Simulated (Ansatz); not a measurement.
**Geometry relaxation of Ga₂As₂H₉ (part 1 of 4)**

System: Ga₂As₂H₉ (26 atoms in the cell).
Method: DFT PBE, scalar-relativistic, plane waves, PAW, no spin polarisation (Ansatz 0.2.0).

The structure derives from an entry of the Crystallography Open Database. The run did not end well. It belongs to a series of runs on one base structure; here: cluster of 8 atoms cut as a sphere about bond, cut bonds capped with H. Figures and captions count atoms from 1; the log counts them from 0 in places.

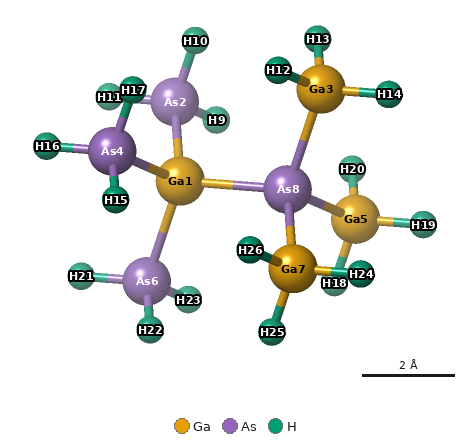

The starting structure (ball-and-stick view of the molecule without its box, seen at a tilt; atoms are numbered from 1 in the order of the input).

### Input file
```yaml
crystal:
  lattice:
    - [14.1, 0.0, 0.0]
    - [0.0, 14.4, 0.0]
    - [0.0, 0.0, 14.7]
  atoms:
    - { symbol: Ga, position: [0.5519579311, 0.5508754742, 0.5498371992] }
    - { symbol: As, position: [0.6538264519, 0.6506217342, 0.4521265772] }
    - { symbol: Ga, position: [0.5519579311, 0.3513829543, 0.3544159552] }
    - { symbol: As, position: [0.6538264519, 0.4511292142, 0.6475478212] }
    - { symbol: Ga, position: [0.3482208895, 0.5508754742, 0.3544159552] }
    - { symbol: As, position: [0.4500894103, 0.6506217342, 0.6475478212] }
    - { symbol: Ga, position: [0.3482208895, 0.3513829543, 0.5498371992] }
    - { symbol: As, position: [0.4500894103, 0.4511292142, 0.4521265772] }
    - { symbol: H, position: [0.5915872739, 0.7115642626, 0.3924277739] }
    - { symbol: H, position: [0.7160656299, 0.5896792057, 0.3924277739] }
    - { symbol: H, position: [0.7160656299, 0.7115642626, 0.5118253806] }
    - { symbol: H, position: [0.6162444504, 0.2884357374, 0.416078535] }
    - { symbol: H, position: [0.6162444504, 0.4143301711, 0.2927533754] }
    - { symbol: H, position: [0.4876714118, 0.2884357374, 0.2927533754] }
    - { symbol: H, position: [0.5915872739, 0.3901866858, 0.7072466246] }
    - { symbol: H, position: [0.7160656299, 0.5120717427, 0.7072466246] }
    - { symbol: H, position: [0.7160656299, 0.3901866858, 0.5878490179] }
    - { symbol: H, position: [0.2839343701, 0.613822691, 0.416078535] }
    - { symbol: H, position: [0.2839343701, 0.4879282573, 0.2927533754] }
    - { symbol: H, position: [0.4125074088, 0.613822691, 0.2927533754] }
    - { symbol: H, position: [0.5123285882, 0.7115642626, 0.7072466246] }
    - { symbol: H, position: [0.3878502323, 0.5896792057, 0.7072466246] }
    - { symbol: H, position: [0.3878502323, 0.7115642626, 0.5878490179] }
    - { symbol: H, position: [0.2839343701, 0.2884357374, 0.4881746194] }
    - { symbol: H, position: [0.2839343701, 0.4143301711, 0.611499779] }
    - { symbol: H, position: [0.4125074088, 0.2884357374, 0.611499779] }
basis:
  ecutwfc: 420
kpoints:
  mp_grid: { grid: [1, 1, 1] }
hamiltonian:
  xc: pbe
scf:
  occupations: { method: gaussian, width: 0.05 }
output:
  forces: true
  eigenvalues: true
  populations: true
  write_density: true
  write_potential: true
  elf: true
  volumetric_format: npy
relax:
  adjacent_minimum: "off"
  f_tol: 0.03
  max_steps: 40
```

Launch command:
```bash
ansatz run input.yaml --threads 4 --pin off --max-ram 11264MiB --backend cpu --events-out ev --progress --plain --runs-dir out
```

### The program's output
```
Engine: ansatz 0.2.0, x86_64-unknown-linux-gnu
Pseudopotentials: kind: paw
Pseudopotential: Ga, paw, valence charge 13, recommended cutoff 420 eV (normal), Ga.paw.azcp
Pseudopotential: As, paw, valence charge 15, recommended cutoff 420 eV (normal), As.paw.azcp
Pseudopotential: H, paw, valence charge 1, recommended cutoff 420 eV (normal), H.paw.azcp
Functional definition: PBE
  parameter kappa = 0.804
  parameter beta = 0.06672455060314922
  exchange = pbe_x(kappa = kappa, mu = beta*pi^2/3)
  correlation = pbe_c(beta = beta)
Crystal: 26 atoms, lattice volume = 2984.688 Å³
Basis set: ecut = 420 eV, 58347 PW (Γ), exchange–correlation on 192×200×200 points (8 copies of the dense FFT grid, shifted against one another)
Bands: 91, of which v1, the nominal top of the filled ones, is band 65 counted from 1 (64 counted from 0)
Symmetry: 1 space group operations
Space group: P1 (ITA 1), of the structure as read, at distance tolerance 1.4e-4 Å
k-points: 1
Non-local potential: Ga, projectors of the file, l = 0: 2, l = 1: 2, l = 2: 3, l = 3: 1
Non-local potential: As, projectors of the file, l = 0: 2, l = 1: 2, l = 2: 3, l = 3: 1
Non-local potential: H, projectors of the file, l = 0: 2, l = 1: 1
PAW form: soft (Blöchl's): semilocal exchange-correlation on the pseudo side does not see the compensation charge
PAW one-centre angular grid: Ga, 590 points (default); XC on 64 Gauss nodes
PAW one-centre angular grid: As, 590 points (default); XC on 64 Gauss nodes
PAW one-centre angular grid: H, 110 points (default); XC on 64 Gauss nodes
Initial density: superposition of atomic densities (neutral atoms: chi_scale 0, normalization atom), corrected by the library's trained network
Initial wavefunctions: pseudopotential atomic-orbital guess
Functional: x = pbe(κ = 0.804, μ = 0.2195149727645171), c = pbe(β = 0.06672455060314922)
SCF iter   1: F=—  HF=-34836.770610 eV  |F-HF|=—  |Δ(HF+E_count)|=         —  Δρ=4.34e-3  dr2=4.55e0  ethr=1.77e-3  ⟨swp⟩=9.0  Hψ=468  notcnv=0  defer=2
preconditioner: auto → Resta (q_TF=auto, 1.618 Å⁻¹)  ε∞=1.2  [insulator: Δε(μ)=3.184 eV  Ē_g=13.366 eV  σ=0.050 eV  W_gap=1.00  n_scr=210 (ndim 8)  ℏωp=6.4 eV  f_vac=0.809  D(μ)=0.00/eV (n_scr^D=0)  ε∞_Penn≈1.2  vacuum switching on, ρ_ref=1.3e-2 e/Å³]
SCF iter   2: F=—  HF=-34835.001531 eV  |F-HF|=—  |Δ(HF+E_count)|=    1.77e0  Δρ=3.20e-3  dr2=8.48e-1  ethr=1.77e-3  ⟨swp⟩=4.0  Hψ=134  notcnv=0  defer=22
SCF iter   3: F=—  HF=-34834.817952 eV  |F-HF|=—  |Δ(HF+E_count)|=   1.84e-1  Δρ=1.02e-3  dr2=1.35e-1  ethr=6.52e-4  ⟨swp⟩=4.0  Hψ=174  notcnv=0  defer=22
SCF iter   4: F=—  HF=-34834.788858 eV  |F-HF|=—  |Δ(HF+E_count)|=   2.91e-2  Δρ=4.60e-4  dr2=1.38e-2  ethr=1.04e-4  ⟨swp⟩=3.0  Hψ=119  notcnv=0  defer=22
SCF iter   5: F=—  HF=-34834.788074 eV  |F-HF|=—  |Δ(HF+E_count)|=   7.84e-4  Δρ=2.06e-4  dr2=1.67e-3  ethr=1.06e-5  ⟨swp⟩=2.0  Hψ=155  notcnv=0  defer=22
SCF iter   6: F=—  HF=-34834.788217 eV  |F-HF|=—  |Δ(HF+E_count)|=   1.43e-4  Δρ=4.54e-5  dr2=7.21e-5  ethr=1.28e-6  ⟨swp⟩=2.0  Hψ=119  notcnv=0  defer=22
SCF iter   7: F=-34834.788278 eV  HF=-34834.788275 eV  |F-HF|=3.89e-6  |Δ(HF+E_count)|=   5.74e-5  Δρ=1.54e-5  dr2=5.57e-6  ethr=1.73e-8  ⟨swp⟩=28.0  Hψ=1138  notcnv=0
SCF 1 converged in 7 iterations: F = -34834.788278 eV  dr2 = 5.57e-6
  greatest PAW one-centre occupation: 0.999 electrons in one spin orbital (limit 2), on the As atom at site 1 (counted from 0), in its partial waves of l = 2
relax step   1: F+E_penalty+E_count = -34834.78827846 eV  Δ(F+E_penalty+E_count) = +0.000e0 eV  max|allowed force component| = 1.657e0 eV/Å  Δτ_max = 0.0000 Å  (7 SCF iters, dr2 threshold 2.25e-5 eV, accepted)
Initial density: handed on by an earlier stage of this run
Initial wavefunctions: those handed on with the density
iter 1 solved again at ethr=1.49e-4 eV; its pass at ethr=3.10e-3 eV (dr2=1.93e-1 eV) is discarded
SCF iter   1: F=—  HF=-34835.788767 eV  |F-HF|=—  |Δ(HF+E_count)|=         —  Δρ=2.35e-3  dr2=1.94e-1  ethr=1.49e-4  ⟨swp⟩=2.0  Hψ=345  notcnv=0  defer=19
preconditioner: auto → Resta (q_TF=auto, 1.618 Å⁻¹)  ε∞=1.3  [insulator: Δε(μ)=1.176 eV  Ē_g=11.396 eV  σ=0.050 eV  W_gap=1.00  n_scr=210 (ndim 8)  ℏωp=6.0 eV  f_vac=0.820  D(μ)=0.00/eV (n_scr^D=0)  ε∞_Penn≈1.3  vacuum switching on, ρ_ref=9.4e-3 e/Å³]
SCF iter   2: F=—  HF=-34835.737005 eV  |F-HF|=—  |Δ(HF+E_count)|=   5.18e-2  Δρ=1.21e-3  dr2=3.41e-2  ethr=1.49e-4  ⟨swp⟩=3.0  Hψ=107  notcnv=0  defer=19
SCF iter   3: F=—  HF=-34835.734404 eV  |F-HF|=—  |Δ(HF+E_count)|=   2.60e-3  Δρ=5.53e-4  dr2=1.08e-2  ethr=2.62e-5  ⟨swp⟩=4.0  Hψ=186  notcnv=0  defer=19
SCF iter   4: F=—  HF=-34835.732959 eV  |F-HF|=—  |Δ(HF+E_count)|=   1.45e-3  Δρ=2.35e-4  dr2=9.37e-4  ethr=8.32e-6  ⟨swp⟩=2.0  Hψ=94  notcnv=0  defer=19
SCF iter   5: F=—  HF=-34835.733118 eV  |F-HF|=—  |Δ(HF+E_count)|=   1.59e-4  Δρ=5.63e-5  dr2=7.35e-5  ethr=7.20e-7  ⟨swp⟩=2.0  Hψ=126  notcnv=0  defer=19
SCF iter   6: F=-34835.733124 eV  HF=-34835.733123 eV  |F-HF|=1.45e-6  |Δ(HF+E_count)|=   4.88e-6  Δρ=1.46e-5  dr2=5.35e-6  ethr=5.65e-8  ⟨swp⟩=25.0  Hψ=1085  notcnv=0
SCF 2 converged in 6 iterations: F = -34835.733124 eV  dr2 = 5.35e-6
  greatest PAW one-centre occupation: 0.999 electrons in one spin orbital (limit 2), on the As atom at site 3 (counted from 0), in its partial waves of l = 2
relax step   2: F+E_penalty+E_count = -34835.73312432 eV  Δ(F+E_penalty+E_count) = -9.448e-1 eV  max|allowed force component| = 8.959e-1 eV/Å  Δτ_max = 0.1948 Å  (6 SCF iters, dr2 threshold 1.00e-4 eV, accepted)
[... from here on the SCF iterations and repeated set-up lines of each step are left out, up to the last step ...]
SCF 3 converged in 6 iterations: F = -34836.357745 eV  dr2 = 7.87e-6
relax step   3: F+E_penalty+E_count = -34836.35774457 eV  Δ(F+E_penalty+E_count) = -6.246e-1 eV  max|allowed force component| = 3.590e-1 eV/Å  Δτ_max = 0.1925 Å  (6 SCF iters, dr2 threshold 5.02e-5 eV, accepted)
SCF 4 converged in 6 iterations: F = -34836.644602 eV  dr2 = 1.60e-5
relax step   4: F+E_penalty+E_count = -34836.64460243 eV  Δ(F+E_penalty+E_count) = -2.869e-1 eV  max|allowed force component| = 9.237e-2 eV/Å  Δτ_max = 0.1978 Å  (6 SCF iters, dr2 threshold 2.07e-5 eV, accepted)
SCF 5 converged in 9 iterations: F = -34836.745768 eV  dr2 = 1.16e-8
relax step   5: F+E_penalty+E_count = -34836.74576833 eV  Δ(F+E_penalty+E_count) = -1.012e-1 eV  max|allowed force component| = 1.107e-1 eV/Å  Δτ_max = 0.1483 Å  (9 SCF iters, accepted)
SCF 6 converged in 9 iterations: F = -34836.842190 eV  dr2 = 6.45e-9
relax step   6: F+E_penalty+E_count = -34836.84218979 eV  Δ(F+E_penalty+E_count) = -9.642e-2 eV  max|allowed force component| = 1.146e-1 eV/Å  Δτ_max = 0.1837 Å  (9 SCF iters, accepted)
SCF 7 converged in 7 iterations: F = -34836.917875 eV  dr2 = 8.55e-7
relax step   7: F+E_penalty+E_count = -34836.91787504 eV  Δ(F+E_penalty+E_count) = -7.569e-2 eV  max|allowed force component| = 1.441e-1 eV/Å  Δτ_max = 0.1978 Å  (7 SCF iters, dr2 threshold 1.31e-5 eV, accepted)
SCF 8 converged in 7 iterations: F = -34836.960361 eV  dr2 = 1.74e-6
relax step   8: F+E_penalty+E_count = -34836.96036127 eV  Δ(F+E_penalty+E_count) = -4.249e-2 eV  max|allowed force component| = 2.290e-1 eV/Å  Δτ_max = 0.1959 Å  (7 SCF iters, dr2 threshold 2.08e-5 eV, accepted)
SCF 9 converged in 6 iterations: F = -34836.981517 eV  dr2 = 2.39e-6
relax step   9: F+E_penalty+E_count = -34836.98151695 eV  Δ(F+E_penalty+E_count) = -2.116e-2 eV  max|allowed force component| = 1.250e-1 eV/Å  Δτ_max = 0.0930 Å  (6 SCF iters, dr2 threshold 5.24e-5 eV, accepted)
SCF 10 converged in 7 iterations: F = -34837.006474 eV  dr2 = 5.41e-7
relax step  10: F+E_penalty+E_count = -34837.00647445 eV  Δ(F+E_penalty+E_count) = -2.496e-2 eV  max|allowed force component| = 1.337e-1 eV/Å  Δτ_max = 0.2000 Å  (7 SCF iters, dr2 threshold 4.66e-6 eV, accepted)
SCF 11 converged in 7 iterations: F = -34837.017055 eV  dr2 = 2.37e-7
relax step  11: F+E_penalty+E_count = -34837.01705468 eV  Δ(F+E_penalty+E_count) = -1.058e-2 eV  max|allowed force component| = 7.009e-2 eV/Å  Δτ_max = 0.0870 Å  (7 SCF iters, dr2 threshold 5.33e-6 eV, accepted)
SCF 12 converged in 7 iterations: F = -34837.023465 eV  dr2 = 6.05e-8
relax step  12: F+E_penalty+E_count = -34837.02346502 eV  Δ(F+E_penalty+E_count) = -6.410e-3 eV  max|allowed force component| = 5.214e-2 eV/Å  Δτ_max = 0.0994 Å  (7 SCF iters, dr2 threshold 1.35e-6 eV, accepted)
SCF 13 converged in 7 iterations: F = -34837.025726 eV  dr2 = 3.80e-8
relax step  13: F+E_penalty+E_count = -34837.02572622 eV  Δ(F+E_penalty+E_count) = -2.261e-3 eV  max|allowed force component| = 4.542e-2 eV/Å  Δτ_max = 0.0536 Å  (7 SCF iters, accepted)
SCF 14 converged in 6 iterations: F = -34837.027155 eV  dr2 = 2.58e-7
relax step  14: F+E_penalty+E_count = -34837.02715496 eV  Δ(F+E_penalty+E_count) = -1.429e-3 eV  max|allowed force component| = 3.464e-2 eV/Å  Δτ_max = 0.0376 Å  (6 SCF iters, dr2 threshold 1.14e-6 eV, accepted)
SCF 15 converged in 8 iterations: F = -34837.032763 eV  dr2 = 2.02e-8
relax step  15: F+E_penalty+E_count = -34837.03276278 eV  Δ(F+E_penalty+E_count) = -5.608e-3 eV  max|allowed force component| = 8.783e-2 eV/Å  Δτ_max = 0.1462 Å  (8 SCF iters, accepted)
SCF 16 converged in 7 iterations: F = -34837.043162 eV  dr2 = 1.18e-6
relax step  16: F+E_penalty+E_count = -34837.04316180 eV  Δ(F+E_penalty+E_count) = -1.040e-2 eV  max|allowed force component| = 3.584e-1 eV/Å  Δτ_max = 0.1959 Å  (7 SCF iters, dr2 threshold 4.49e-6 eV, accepted)
SCF 17 converged in 5 iterations: F = -34837.061855 eV  dr2 = 3.42e-5
relax step  17: F+E_penalty+E_count = -34837.06185509 eV  Δ(F+E_penalty+E_count) = -1.869e-2 eV  max|allowed force component| = 4.996e-1 eV/Å  Δτ_max = 0.1690 Å  (5 SCF iters, dr2 threshold 1.00e-4 eV, accepted)
SCF 18 converged in 6 iterations: F = -34837.102526 eV  dr2 = 6.01e-6
relax step  18: F+E_penalty+E_count = -34837.10252610 eV  Δ(F+E_penalty+E_count) = -4.067e-2 eV  max|allowed force component| = 3.734e-1 eV/Å  Δτ_max = 0.1921 Å  (6 SCF iters, dr2 threshold 1.00e-4 eV, accepted)
SCF 19 converged in 5 iterations: F = -34837.151436 eV  dr2 = 3.36e-5
relax step  19: F+E_penalty+E_count = -34837.15143575 eV  Δ(F+E_penalty+E_count) = -4.891e-2 eV  max|allowed force component| = 2.635e-1 eV/Å  Δτ_max = 0.1957 Å  (5 SCF iters, dr2 threshold 7.79e-5 eV, accepted)
SCF 20 converged in 6 iterations: F = -34837.204965 eV  dr2 = 9.04e-6
relax step  20: F+E_penalty+E_count = -34837.20496466 eV  Δ(F+E_penalty+E_count) = -5.353e-2 eV  max|allowed force component| = 1.728e-1 eV/Å  Δτ_max = 0.2000 Å  (6 SCF iters, dr2 threshold 3.46e-5 eV, accepted)
SCF 21 converged in 6 iterations: F = -34837.251583 eV  dr2 = 8.49e-6
relax step  21: F+E_penalty+E_count = -34837.25158288 eV  Δ(F+E_penalty+E_count) = -4.662e-2 eV  max|allowed force component| = 2.494e-1 eV/Å  Δτ_max = 0.1997 Å  (6 SCF iters, dr2 threshold 1.28e-5 eV, accepted)
SCF 22 converged in 6 iterations: F = -34837.285748 eV  dr2 = 6.63e-6
relax step  22: F+E_penalty+E_count = -34837.28574782 eV  Δ(F+E_penalty+E_count) = -3.416e-2 eV  max|allowed force component| = 2.815e-1 eV/Å  Δτ_max = 0.1941 Å  (6 SCF iters, dr2 threshold 2.68e-5 eV, accepted)
SCF 23 converged in 6 iterations: F = -34837.312651 eV  dr2 = 1.42e-5
relax step  23: F+E_penalty+E_count = -34837.31265057 eV  Δ(F+E_penalty+E_count) = -2.690e-2 eV  max|allowed force component| = 3.517e-1 eV/Å  Δτ_max = 0.1952 Å  (6 SCF iters, dr2 threshold 7.92e-5 eV, accepted)
SCF 24 converged in 5 iterations: F = -34837.349454 eV  dr2 = 5.11e-5
relax step  24: F+E_penalty+E_count = -34837.34945401 eV  Δ(F+E_penalty+E_count) = -3.680e-2 eV  max|allowed force component| = 1.045e-1 eV/Å  Δτ_max = 0.2000 Å  (5 SCF iters, dr2 threshold 1.00e-4 eV, accepted)
SCF 25 converged in 7 iterations: F = -34837.373640 eV  dr2 = 2.70e-7
relax step  25: F+E_penalty+E_count = -34837.37364040 eV  Δ(F+E_penalty+E_count) = -2.419e-2 eV  max|allowed force component| = 1.448e-1 eV/Å  Δτ_max = 0.1978 Å  (7 SCF iters, dr2 threshold 9.64e-7 eV, accepted)
SCF 26 converged in 7 iterations: F = -34837.399489 eV  dr2 = 2.99e-7
relax step  26: F+E_penalty+E_count = -34837.39948943 eV  Δ(F+E_penalty+E_count) = -2.585e-2 eV  max|allowed force component| = 2.873e-1 eV/Å  Δτ_max = 0.1950 Å  (7 SCF iters, dr2 threshold 1.85e-6 eV, accepted)
SCF 27 converged in 5 iterations: F = -34837.423619 eV  dr2 = 2.76e-5
relax step  27: F+E_penalty+E_count = -34837.42361877 eV  Δ(F+E_penalty+E_count) = -2.413e-2 eV  max|allowed force component| = 3.877e-1 eV/Å  Δτ_max = 0.1965 Å  (5 SCF iters, dr2 threshold 8.25e-5 eV, accepted)
SCF 28 converged in 5 iterations: F = -34837.449660 eV  dr2 = 1.94e-5
relax step  28: F+E_penalty+E_count = -34837.44965987 eV  Δ(F+E_penalty+E_count) = -2.604e-2 eV  max|allowed force component| = 3.863e-1 eV/Å  Δτ_max = 0.1952 Å  (5 SCF iters, dr2 threshold 1.00e-4 eV, accepted)
SCF 29 converged in 5 iterations: F = -34837.489985 eV  dr2 = 2.92e-5
relax step  29: F+E_penalty+E_count = -34837.48998546 eV  Δ(F+E_penalty+E_count) = -4.033e-2 eV  max|allowed force component| = 1.314e-1 eV/Å  Δτ_max = 0.2000 Å  (5 SCF iters, dr2 threshold 1.00e-4 eV, accepted)
SCF 30 converged in 7 iterations: F = -34837.503069 eV  dr2 = 4.94e-7
relax step  30: F+E_penalty+E_count = -34837.50306854 eV  Δ(F+E_penalty+E_count) = -1.308e-2 eV  max|allowed force component| = 1.700e-1 eV/Å  Δτ_max = 0.1927 Å  (7 SCF iters, dr2 threshold 2.00e-6 eV, accepted)
SCF 31 converged in 7 iterations: F = -34837.513261 eV  dr2 = 1.02e-6
relax step  31: F+E_penalty+E_count = -34837.51326101 eV  Δ(F+E_penalty+E_count) = -1.019e-2 eV  max|allowed force component| = 2.366e-1 eV/Å  Δτ_max = 0.1930 Å  (7 SCF iters, dr2 threshold 3.34e-6 eV, accepted)
SCF 32 converged in 5 iterations: F = -34837.526567 eV  dr2 = 5.99e-6
relax step  32: F+E_penalty+E_count = -34837.52656739 eV  Δ(F+E_penalty+E_count) = -1.331e-2 eV  max|allowed force component| = 1.155e-1 eV/Å  Δτ_max = 0.0834 Å  (5 SCF iters, dr2 threshold 5.60e-5 eV, accepted)
SCF 33 converged in 7 iterations: F = -34837.537117 eV  dr2 = 4.73e-7
relax step  33: F+E_penalty+E_count = -34837.53711707 eV  Δ(F+E_penalty+E_count) = -1.055e-2 eV  max|allowed force component| = 1.786e-1 eV/Å  Δτ_max = 0.1278 Å  (7 SCF iters, dr2 threshold 3.18e-6 eV, accepted)
SCF 34 converged in 5 iterations: F = -34837.546174 eV  dr2 = 6.13e-6
relax step  34: F+E_penalty+E_count = -34837.54617441 eV  Δ(F+E_penalty+E_count) = -9.057e-3 eV  max|allowed force component| = 1.445e-1 eV/Å  Δτ_max = 0.0653 Å  (5 SCF iters, dr2 threshold 7.60e-6 eV, accepted)
SCF 35 converged in 5 iterations: F = -34837.552589 eV  dr2 = 8.92e-6
relax step  35: F+E_penalty+E_count = -34837.55258905 eV  Δ(F+E_penalty+E_count) = -6.415e-3 eV  max|allowed force component| = 1.099e-1 eV/Å  Δτ_max = 0.0920 Å  (5 SCF iters, dr2 threshold 1.37e-5 eV, accepted)
SCF 36 converged in 6 iterations: F = -34837.558138 eV  dr2 = 3.43e-6
relax step  36: F+E_penalty+E_count = -34837.55813775 eV  Δ(F+E_penalty+E_count) = -5.549e-3 eV  max|allowed force component| = 1.425e-1 eV/Å  Δτ_max = 0.0837 Å  (6 SCF iters, dr2 threshold 6.98e-6 eV, accepted)
SCF 37 converged in 6 iterations: F = -34837.564117 eV  dr2 = 2.82e-6
relax step  37: F+E_penalty+E_count = -34837.56411719 eV  Δ(F+E_penalty+E_count) = -5.979e-3 eV  max|allowed force component| = 2.390e-1 eV/Å  Δτ_max = 0.1057 Å  (6 SCF iters, dr2 threshold 1.17e-5 eV, accepted)
SCF 38 converged in 5 iterations: F = -34837.571638 eV  dr2 = 1.99e-5
relax step  38: F+E_penalty+E_count = -34837.57163804 eV  Δ(F+E_penalty+E_count) = -7.521e-3 eV  max|allowed force component| = 2.747e-1 eV/Å  Δτ_max = 0.0985 Å  (5 SCF iters, dr2 threshold 5.71e-5 eV, accepted)
SCF 39 converged in 5 iterations: F = -34837.589293 eV  dr2 = 2.73e-5
relax step  39: F+E_penalty+E_count = -34837.58929251 eV  Δ(F+E_penalty+E_count) = -1.765e-2 eV  max|allowed force component| = 3.002e-1 eV/Å  Δτ_max = 0.1335 Å  (5 SCF iters, dr2 threshold 7.54e-5 eV, accepted)
SCF iter   1: F=—  HF=-34837.655444 eV  |F-HF|=—  |Δ(HF+E_count)|=         —  Δρ=3.66e-3  dr2=2.49e-1  ethr=1.84e-3  ⟨swp⟩=4.0  Hψ=199  notcnv=0  defer=17
preconditioner: auto → Resta (q_TF=auto, 1.618 Å⁻¹)  ε∞=1.2  [insulator: Δε(μ)=2.222 eV  Ē_g=13.238 eV  σ=0.050 eV  W_gap=1.00  n_scr=210 (ndim 8)  ℏωp=6.4 eV  f_vac=0.832  D(μ)=0.00/eV (n_scr^D=0)  ε∞_Penn≈1.2  vacuum switching on, ρ_ref=1.3e-2 e/Å³]
SCF iter   2: F=—  HF=-34837.615480 eV  |F-HF|=—  |Δ(HF+E_count)|=   4.00e-2  Δρ=1.69e-3  dr2=4.83e-2  ethr=1.91e-4  ⟨swp⟩=3.0  Hψ=125  notcnv=0  defer=17
SCF iter   3: F=—  HF=-34837.613531 eV  |F-HF|=—  |Δ(HF+E_count)|=   1.95e-3  Δρ=4.48e-4  dr2=1.21e-2  ethr=3.72e-5  ⟨swp⟩=2.0  Hψ=103  notcnv=0  defer=17
SCF iter   4: F=—  HF=-34837.610416 eV  |F-HF|=—  |Δ(HF+E_count)|=   3.12e-3  Δρ=9.47e-5  dr2=4.41e-4  ethr=9.28e-6  ⟨swp⟩=2.0  Hψ=114  notcnv=0  defer=17
SCF iter   5: F=—  HF=-34837.610363 eV  |F-HF|=—  |Δ(HF+E_count)|=   5.30e-5  Δρ=4.36e-5  dr2=8.87e-5  ethr=3.39e-7  ⟨swp⟩=2.0  Hψ=124  notcnv=0  defer=17
SCF iter   6: F=—  HF=-34837.610263 eV  |F-HF|=—  |Δ(HF+E_count)|=   9.99e-5  Δρ=1.86e-5  dr2=1.40e-5  ethr=6.82e-8  ⟨swp⟩=2.0  Hψ=113  notcnv=0  defer=17
SCF iter   7: F=—  HF=-34837.610264 eV  |F-HF|=—  |Δ(HF+E_count)|=   1.40e-6  Δρ=6.69e-6  dr2=9.50e-7  ethr=1.07e-8  ⟨swp⟩=2.0  Hψ=119  notcnv=0  defer=17
SCF iter   8: F=—  HF=-34837.610265 eV  |F-HF|=—  |Δ(HF+E_count)|=   6.39e-7  Δρ=2.19e-6  dr2=1.07e-7  ethr=7.31e-10  ⟨swp⟩=2.0  Hψ=139  notcnv=0  defer=17
SCF iter   9: F=-34837.610265 eV  HF=-34837.610265 eV  |F-HF|=7.28e-12  |Δ(HF+E_count)|=   7.75e-8  Δρ=4.99e-7  dr2=6.05e-9  ethr=7.69e-11  ⟨swp⟩=20.0  Hψ=693  notcnv=0
SCF 40 converged in 9 iterations: F = -34837.610265 eV  dr2 = 6.05e-9
relax step  40: F+E_penalty+E_count = -34837.61026476 eV  Δ(F+E_penalty+E_count) = -2.097e-2 eV  max|allowed force component| = 3.459e-1 eV/Å  Δτ_max = 0.1927 Å  (9 SCF iters, accepted)
```

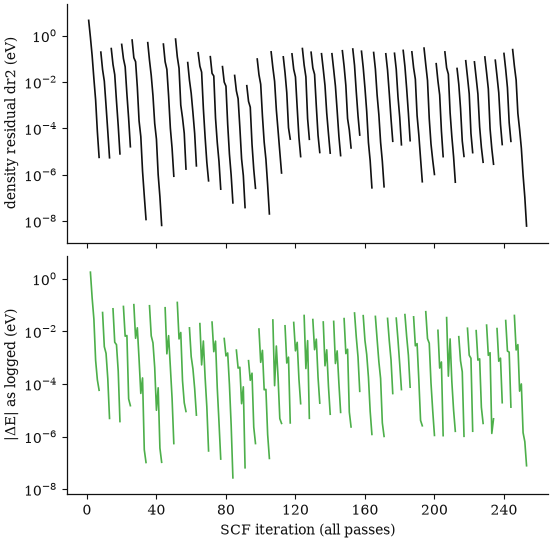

Convergence of the self-consistent field: density residual dr2 and size of the energy change against the SCF iteration. The dotted lines part the SCF passes of the relaxation: geometry steps, rejected trials and re-solves on a re-selected basis. The 40 passes take 5 to 9 iterations each, 253 in all.
